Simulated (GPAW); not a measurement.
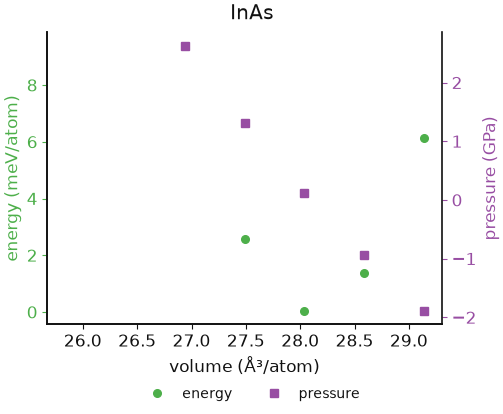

The figure shows the energy and pressure against volume for InAs, space group F-43m (No. 216).

Starting cell:
```cif
data_structure
_symmetry_space_group_name_H-M 'P 1'
_symmetry_Int_Tables_number 1
_cell_length_a 4.2681
_cell_length_b 4.2681
_cell_length_c 4.2681
_cell_angle_alpha 60.000
_cell_angle_beta 60.000
_cell_angle_gamma 60.000
_cell_volume 54.98
loop_
_atom_site_label
_atom_site_type_symbol
_atom_site_fract_x
_atom_site_fract_y
_atom_site_fract_z
_atom_site_occupancy
In1 In 0.00000 0.00000 0.00000 1
As1 As 0.75000 0.75000 0.75000 1
```

Calculation (GPAW 26.7.0): PAW DFT in plane waves, on a grid or in atomic orbitals, no spin polarisation; energies at scaled volumes of the given cell, shape and fractions fixed, counted from the fit's minimum, third-order Birch-Murnaghan fit. Level: PBEsol.

k mesh 8×8×8; occupations Fermi–Dirac; smearing width 0.05 eV; potentials PAW data sets made by gpaw setup for the functional; wave cutoff 600 eV; program settings basis pw.

The points at volume 25.84 Å³/atom and 26.39 Å³/atom are left out of the plot. What values does the calculation give there?

```json
{"volume (Å³/atom)": "25.84", "energy (meV/atom)": "38.07", "pressure (GPa)": "5.76"}
{"volume (Å³/atom)": "26.39", "energy (meV/atom)": "21.05", "pressure (GPa)": "4.11"}
```
